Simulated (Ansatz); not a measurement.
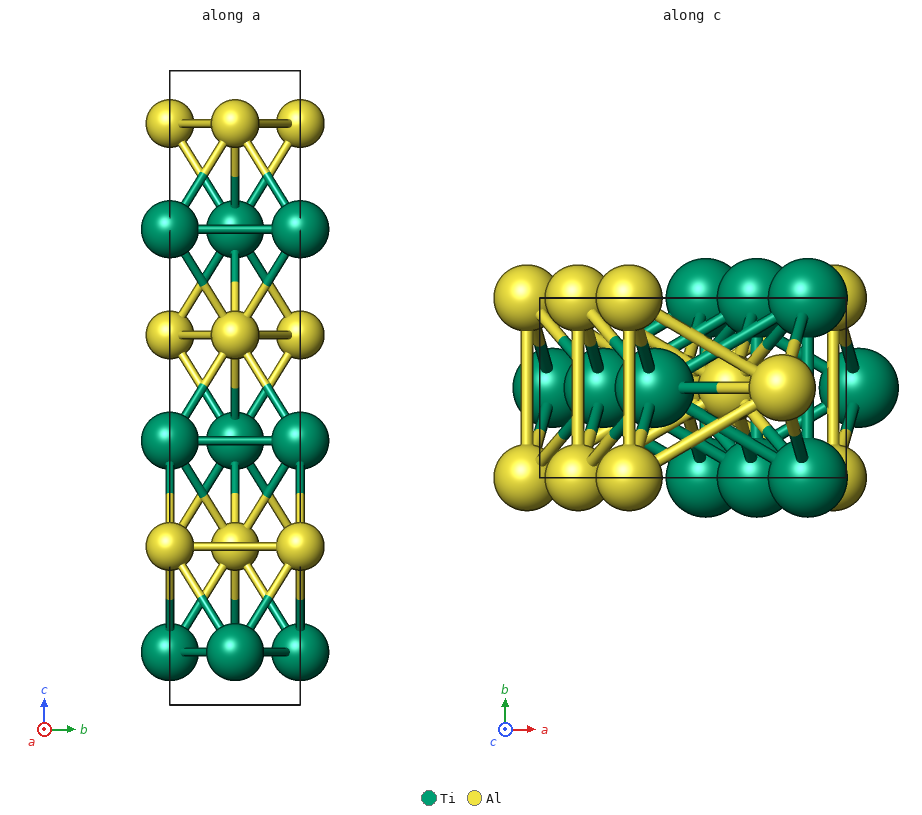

A ball-and-stick rendering, viewed along the a axis and along the c axis. The parallelepiped is the conventional unit cell.

TiAl, space group Cm (No. 8), a = 4.93 Å, b = 2.85 Å, c = 14.08 Å, α = 90.00°, β = 100.09°, γ = 90.00°.

The calculation used DFT PBEsol, scalar-relativistic, plane waves, PAW (Ansatz), with 420 eV cutoff, k-points about 0.11 Å⁻¹ apart, Gaussian smearing of 0.15 eV, no spin polarisation.

Is it conducting or gapped at this level?

Answer. A metal: bands cross the Fermi level.

How far is the cell from zero pressure?

Answer. The computed pressure is 1.1 GPa (compressed: it would expand). The stress isn't hydrostatic: its largest component is 4.4 GPa.

Origin of the cell: a structure listed in the Materials Project. The cell was then strained or its atoms displaced on purpose. Ansatz was used for an electronic-structure calculation on it.

At this level of theory the cell isn't at rest (forces up to 1.3 eV/Å), so its distances can differ from those at equilibrium, the more so the softer the solid.
